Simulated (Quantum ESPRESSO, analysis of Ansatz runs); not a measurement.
# A hop of O in SnO2 (P4_2/mnm), charge 0 (Quantum ESPRESSO), part 3 of 3

Aim: the barrier of one jump in SnO2 (P4_2/mnm) at charge 0: V_O hop (2.9 Å). The model is a cell of 72 host atoms with 1 O taken out; O is the atom that moves.

Quantum ESPRESSO 7.5; Quantum ESPRESSO plane-wave DFT, PBEsol, GBRV 1.5 PBEsol potentials; nudged elastic band between two relaxed defect structures.

So far: The structure; Relaxation of the start point, charge 0; Relaxation of the end point, charge 0.

### Step 4. Nudged elastic band, charge 0

3 movable images are laid between the ends by interpolation. Each image feels the true force across the path and a spring force along it. The highest image is set to climb to the top of the path.

This step: Quantum ESPRESSO plane-wave DFT, PBEsol, GBRV 1.5 PBEsol potentials; nudged elastic band between two relaxed defect structures.

The input, neb.in:

```
BEGIN
BEGIN_PATH_INPUT
&PATH
  restart_mode = 'from_scratch'
  string_method = 'neb'
  nstep_path = 45
  ds = 1.5
  opt_scheme = 'broyden'
  num_of_images = 5
  k_max = 0.3
  k_min = 0.2
  CI_scheme = 'auto'
  path_thr = 0.06
/
END_PATH_INPUT
BEGIN_ENGINE_INPUT
&CONTROL
  prefix = 'pwscf'
  outdir = './tmp'
  pseudo_dir = './pseudo'
  disk_io = 'low'
/
&SYSTEM
  ibrav = 0
  nat = 71
  ntyp = 2
  ecutwfc = 36
  ecutrho = 288
  nbnd = 313
  occupations = 'fixed'
  nosym = .true.
/
&ELECTRONS
  conv_thr = 7d-08
  electron_maxstep = 100
  mixing_beta = 0.5
/
ATOMIC_SPECIES
Sn   118.7100 sn_pbesol_v1.4.uspp.F.UPF
O     15.9990 o_pbesol_v1.2.uspp.F.UPF
CELL_PARAMETERS angstrom
   9.5066964961    0.0000000000    0.0000000000
   0.0000000000    9.5066964961    0.0000000000
   0.0000000000    0.0000000000    9.6255699527
BEGIN_POSITIONS
FIRST_IMAGE
ATOMIC_POSITIONS crystal
Sn     0.2487134892    0.2504473451    0.1662472802
Sn     0.0035209318   -0.0039291051   -0.0001486965
O      0.0964610472    0.4035497598    0.1663748157
O      0.4007693566    0.0964211311    0.1681355908
O      0.1527995120    0.1517487716   -0.0001059096
O      0.3471756116    0.3467704334   -0.0001257389
Sn     0.2480770429    0.2484422577    0.4998948739
Sn    -0.0037314432    0.0034588160    0.3318114608
O      0.0941013214    0.4001338842    0.4999158480
O      0.4008150232    0.0955507194    0.4998810459
O      0.1521181765    0.1532174891    0.3329617867
O      0.3442924299    0.3527490680    0.3361552182
Sn     0.2486317639    0.2504313496    0.8335210064
Sn    -0.0036878518    0.0034151783    0.6679465890
O      0.0965200034    0.4035934983    0.8334323875
O      0.4007388069    0.0964805592    0.8316215402
O      0.1520582831    0.1532469281    0.6668985873
O      0.3441915813    0.3527459220    0.6636392955
Sn     0.2507620085    0.7489307995    0.1668712374
Sn    -0.0013787191    0.5012200695   -0.0000930596
O      0.0984232487    0.9015523437    0.1701281182
O      0.4034583390    0.5959497857    0.1672178891
O      0.1533025081    0.6526154950   -0.0001324008
O      0.3471936563    0.8461530078   -0.0001406529
Sn     0.2389067487    0.7608616128    0.4999221385
Sn    -0.0005383871    0.4987704807    0.3334484143
O      0.0917580578    0.9083025632    0.4998547501
O      0.1611642829    0.6460826276    0.3372443117
O      0.3539632800    0.8381682098    0.3372394722
Sn     0.2507750781    0.7488565083    0.8328707412
Sn    -0.0005498822    0.4987074594    0.6663454076
O      0.0984182591    0.9015323476    0.8296083803
O      0.4034553149    0.5959342927    0.8326247199
O      0.1611747382    0.6459852286    0.6625060560
O      0.3539247385    0.8382776373    0.6625013002
Sn     0.7516529306    0.2478606530    0.1651847311
Sn     0.4984811894    0.0009800581   -0.0001293095
O      0.5990284279    0.4007357584    0.1623861212
O      0.9033593316    0.0961165393    0.1642267522
O      0.6525243839    0.1522153363   -0.0001585693
O      0.8476293273    0.3469687652   -0.0000683892
Sn     0.7492572547    0.2504644897    0.4998269346
Sn     0.5008933175    0.0002281550    0.3334419351
O      0.5916967638    0.4081269815    0.4998124500
O      0.9007145956    0.0986795999    0.4999063825
O      0.6501024763    0.1568060566    0.3329047117
O      0.8428784531    0.3494468034    0.3328150532
Sn     0.7517447542    0.2480423662    0.8345649302
Sn     0.5009443582    0.0003143455    0.6663268643
O      0.5989454864    0.4007597424    0.8373206536
O      0.9033464173    0.0961747055    0.8354775758
O      0.6502023348    0.1568690083    0.6668350882
O      0.8429754371    0.3493692811    0.6668339328
Sn     0.7491917440    0.7509815989    0.1662670625
Sn     0.4988601978    0.5008089532   -0.0001091107
O      0.5963009420    0.9033919457    0.1663846003
O      0.9029666917    0.5987187448    0.1681402786
O      0.6527266201    0.6526253358   -0.0001296570
O      0.8480847901    0.8465621880   -0.0001263653
Sn     0.7511999186    0.7516443270    0.4998731413
Sn     0.5062393414    0.4934621430    0.3249250100
O      0.5997697557    0.9058309207    0.4998760705
O      0.9038837614    0.5986556754    0.4999095404
O      0.6467533351    0.6556217782    0.3360385084
O      0.8467565118    0.8473503901    0.3328669127
Sn     0.7492352220    0.7510027576    0.8334701099
Sn     0.5061851611    0.4934407298    0.6747604748
O      0.5962120505    0.9033198495    0.8333853102
O      0.9030103882    0.5987046356    0.8315630779
O      0.6467240090    0.6555443161    0.6636960469
O      0.8467124954    0.8473955061    0.6668358829
INTERMEDIATE_IMAGE
ATOMIC_POSITIONS crystal
Sn     0.2471456922    0.2486832040    0.1641944086
Sn     0.0019978095   -0.0034637680   -0.0004798281
[... 69 atom lines left out ...]
INTERMEDIATE_IMAGE
ATOMIC_POSITIONS crystal
Sn     0.2456481227    0.2470066439    0.1622439508
Sn     0.0005176773   -0.0030176593   -0.0008038938
[... 69 atom lines left out ...]
INTERMEDIATE_IMAGE
ATOMIC_POSITIONS crystal
Sn     0.2441493325    0.2453298968    0.1603025340
Sn    -0.0009636322   -0.0025905924   -0.0011291373
[... 69 atom lines left out ...]
LAST_IMAGE
ATOMIC_POSITIONS crystal
Sn     0.2425886124    0.2435830657    0.1582811575
Sn    -0.0024976404   -0.0021244302   -0.0014700713
[... 4 atom lines left out ...]
Sn     0.2425487906    0.2435530133    0.5081288720
[... 1 atom line left out ...]
O      0.1021183843    0.4056230072    0.4970542504
[... 2 atom lines left out ...]
O      0.3948748406    0.5874250659    0.4957021783
[... 5 atom lines left out ...]
O      0.3456589731    0.3459858453    0.6658690143
[... 3 atom lines left out ...]
O      0.3952843849    0.5878559195    0.1705465615
[... 2 atom lines left out ...]
Sn     0.2482030847    0.7498477505    0.4996472462
[... 2 atom lines left out ...]
O      0.1493984893    0.6555574924    0.3330936706
[... 9 atom lines left out ...]
O      0.5882531164    0.3964530128    0.1706189478
[... 5 atom lines left out ...]
O      0.5885252017    0.3961450095    0.4959936693
[... 16 atom lines left out ...]
Sn     0.5105150031    0.5106723885    0.3333000274
[... 2 atom lines left out ...]
O      0.6569917865    0.6587991386    0.3331674161
[... 2 atom lines left out ...]
Sn     0.4985349774    0.4988731536    0.6661290346
[... 3 atom lines left out ...]
O      0.8458950500    0.8462943793    0.6689279812
END_POSITIONS
K_POINTS gamma
END_ENGINE_INPUT
END
```

Run with:

```bash
$ OMP_NUM_THREADS=1 mpirun -n 4 neb.x -ni 2 -inp neb.in > neb.out
```

The program printed:

```text
[shortened: banners, details of potentials and solvers, and blank lines are left out]
[banner, memory and clock lines left out]
     path-images division:  nimage    =       2
     initial path length           =  5.3120 bohr
     initial inter-image distance  =  1.3280 bohr
     string_method                 =    neb
     restart_mode                  =    from_scratch
     opt_scheme                    =    broyden
     num_of_images                 =    5
     nstep_path                    =    45
     CI_scheme                     =    auto
     first_last_opt                =    F
     use_freezing                  =    F
     ds                            =    1.5000 a.u.
     k_max                         =    0.3000 a.u.
     k_min                         =    0.2000 a.u.
     path_thr                      =    0.0600 eV / A
     ------------------------------ iteration   1 ------------------------------
     activation energy (->) =   2.985893 eV
     activation energy (<-) =   2.984693 eV
     image        energy (eV)        error (eV/A)        frozen
         1     -72524.1194809            0.025571            T
         2     -72522.4488315            5.569945            F
         3     -72521.1335881            8.671487            F
         4     -72522.4859970            5.963350            F
         5     -72524.1182816            0.029027            T
     climbing image =  3
     path length          =  5.312 bohr
     inter-image distance =  1.328 bohr
     ------------------------------ iteration   2 ------------------------------
     activation energy (->) =   2.110339 eV
     activation energy (<-) =   2.109139 eV
     image        energy (eV)        error (eV/A)        frozen
         1     -72524.1194809            0.025571            T
         2     -72522.9484034            1.371305            F
         3     -72522.0091423            3.229275            F
         4     -72523.0062095            1.799483            F
         5     -72524.1182816            0.029027            T
     climbing image =  3
     path length          =  5.448 bohr
[...]
------------------------------ iteration   3 ------------------------------
     activation energy (->) =   1.739096 eV
     activation energy (<-) =   1.737897 eV
     image        energy (eV)        error (eV/A)        frozen
         1     -72524.1194809            0.025571            T
         2     -72523.0487724            0.926373            F
         3     -72522.3803848            1.006832            F
         4     -72523.1204253            0.910746            F
         5     -72524.1182816            0.029027            T
     climbing image =  3
     path length          =  5.435 bohr
[...]
------------------------------ iteration   4 ------------------------------
     activation energy (->) =   1.576728 eV
     activation energy (<-) =   1.575529 eV
     image        energy (eV)        error (eV/A)        frozen
         1     -72524.1194809            0.025571            T
         2     -72523.1018137            0.398987            F
         3     -72522.5427524            0.540243            F
         4     -72523.1890784            0.426545            F
         5     -72524.1182816            0.029027            T
     climbing image =  3
     path length          =  5.508 bohr
[...]
------------------------------ iteration   5 ------------------------------
     activation energy (->) =   1.468885 eV
     activation energy (<-) =   1.467685 eV
     image        energy (eV)        error (eV/A)        frozen
         1     -72524.1194809            0.025571            T
         2     -72523.1454411            0.269848            F
         3     -72522.6505963            0.340760            F
         4     -72523.2565966            0.242454            F
         5     -72524.1182816            0.029027            T
     climbing image =  3
     path length          =  5.592 bohr
[...]
------------------------------ iteration   6 ------------------------------
     activation energy (->) =   1.401113 eV
     activation energy (<-) =   1.399914 eV
     image        energy (eV)        error (eV/A)        frozen
         1     -72524.1194809            0.025571            T
         2     -72523.1780124            0.170394            F
         3     -72522.7183676            0.222160            F
         4     -72523.3160373            0.170041            F
         5     -72524.1182816            0.029027            T
     climbing image =  3
     path length          =  5.682 bohr
[...]
------------------------------ iteration   7 ------------------------------
     activation energy (->) =   1.357569 eV
     activation energy (<-) =   1.356370 eV
     image        energy (eV)        error (eV/A)        frozen
         1     -72524.1194809            0.025571            T
         2     -72523.1933908            0.156076            F
         3     -72522.7619116            0.159096            F
         4     -72523.3597952            0.145027            F
         5     -72524.1182816            0.029027            T
     climbing image =  3
     path length          =  5.830 bohr
[...]
------------------------------ iteration   8 ------------------------------
     activation energy (->) =   1.351428 eV
     activation energy (<-) =   1.350229 eV
     image        energy (eV)        error (eV/A)        frozen
         1     -72524.1194809            0.025571            T
         2     -72523.1964703            0.088945            F
         3     -72522.7680529            0.113357            F
         4     -72523.3635145            0.121377            F
         5     -72524.1182816            0.029027            T
     climbing image =  3
     path length          =  5.808 bohr
[...]
------------------------------ iteration   9 ------------------------------
     activation energy (->) =   1.342313 eV
     activation energy (<-) =   1.341114 eV
     image        energy (eV)        error (eV/A)        frozen
         1     -72524.1194809            0.025571            T
         2     -72523.2010120            0.071697            F
         3     -72522.7771679            0.089301            F
         4     -72523.3718935            0.097971            F
         5     -72524.1182816            0.029027            T
     climbing image =  3
     path length          =  5.828 bohr
[...]
------------------------------ iteration  10 ------------------------------
     activation energy (->) =   1.325038 eV
     activation energy (<-) =   1.323839 eV
     image        energy (eV)        error (eV/A)        frozen
         1     -72524.1194809            0.025571            T
         2     -72523.2100994            0.084050            F
         3     -72522.7944428            0.065558            F
         4     -72523.3843467            0.069245            F
         5     -72524.1182816            0.029027            T
     climbing image =  3
     path length          =  5.899 bohr
[...]
------------------------------ iteration  11 ------------------------------
     activation energy (->) =   1.323212 eV
     activation energy (<-) =   1.322012 eV
     image        energy (eV)        error (eV/A)        frozen
         1     -72524.1194809            0.025571            T
         2     -72523.2132900            0.044998            F
         3     -72522.7962691            0.052951            F
         4     -72523.3859797            0.054305            F
         5     -72524.1182816            0.029027            T
     climbing image =  3
     path length          =  5.903 bohr
     inter-image distance =  1.476 bohr
     neb: convergence achieved in  11 iterations
```

It took 56 min on 4 MPI ranks of Arm Neoverse V1, shared host; peak memory 2.6 GiB; 3.7 h of CPU time.

Images along the path:

```
image  path (Å)  energy (eV)     O12: x, y, z (Å)
    0     0.000       0.0000  3.273, 3.353, 3.236
    1     0.863       0.9062  3.174, 3.961, 3.715
    2     1.574       1.3232  3.285, 4.411, 4.208
    3     2.273       0.7335  3.433, 4.962, 4.527
    4     3.124       0.0012  3.754, 5.584, 4.771
```

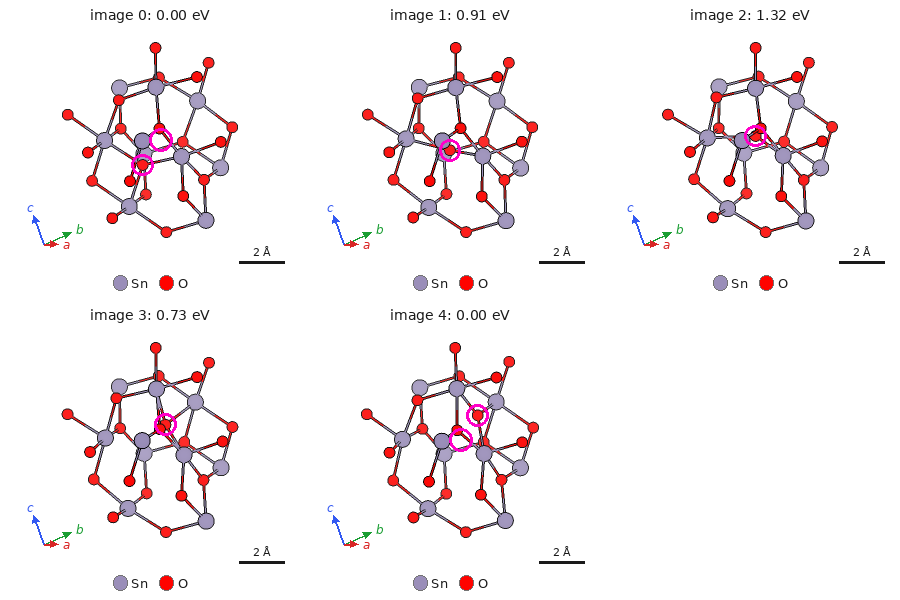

Images along the path; O12 is ringed. A ring with no atom in it marks the empty centre.

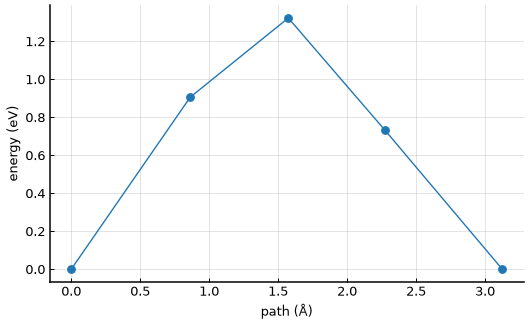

Energy along the path.

Numbers from this step:

* barrier forward: 1.323 eV
* barrier backward: 1.322 eV
* end less start: 0.001199 eV
* hop length: 2.751 Å

The band met its tolerance of 0.06 eV/Å after 11 iterations, with image 2 on top (the start counts as 0). O12, which moves farthest between the ends, has 3 Sn at 2.04 to 2.11 Å nearest at the start and 2 Sn at 1.97 to 2.18 Å at the top.

### Step 5. Outcome

- barrier forward: 1.32 eV
- barrier backward: 1.32 eV
- end less start: 0.00 eV
- hop length: 2.75 Å
- band iterations, as the log counts them: 11

The top of the band lies 1.32 eV above the start and 1.32 eV above the end. With an assumed prefactor of 1e13 per second it gives one hop a second along this one path at about 510 K; whether such hops link up through the crystal wasn't checked. The order of the top as a saddle was not checked for all atoms, so a bent path could be lower. What this leaves open: sampling at the zone centre alone can move energies of charged and open-shell states by tenths of an eV or more in cells of this size; spin–orbit coupling, which can matter with heavy atoms, is left out. The cutoff of 36 Ry is under the 40 Ry advised for these potentials.

[Logs are printed without paths, hosts, clocks, repeated set-up lines and the standing remarks that a program may print on its own settings, such as how far it seeks lower states.]

[Hosts, paths, dates, database ids (printed as entryN), source tags and the programs' standing remarks are cut or masked in the printed files.]
